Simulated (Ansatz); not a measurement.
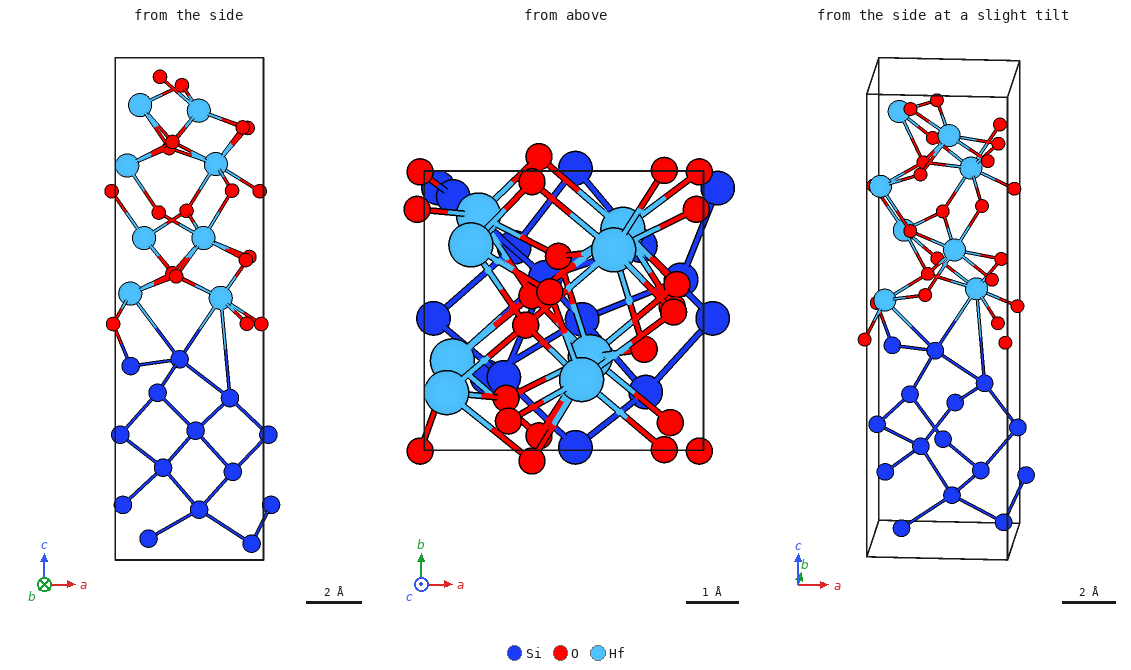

A ball-and-stick picture of a periodic stack of two materials, seen from the side, from above and from the side at a slight tilt; the box is the simulation cell in a reduced setting, and 1×1 cells are drawn in the plane (a layer on the cell's face shows at both ends).

### Which materials form the stack, and in what orientation?

Si (1 0 0) (Fd-3m, 12 atoms) and HfO2 (1 0 0) (P2_1/c, 24 atoms).

### Give the in-plane cell and the period of the stack.

The in-plane vectors are 5.40 and 5.40 Å long, those of Si, to which HfO2 is strained; the stack repeats after 18.3 Å.

The atoms and the stacking vector were relaxed with DFT LDA, scalar-relativistic, plane waves, PAW in Ansatz, the in-plane cell held. The two parents, named as they started, are listed structures, not always the stable forms, and thin layers can change their stacking on relaxation.
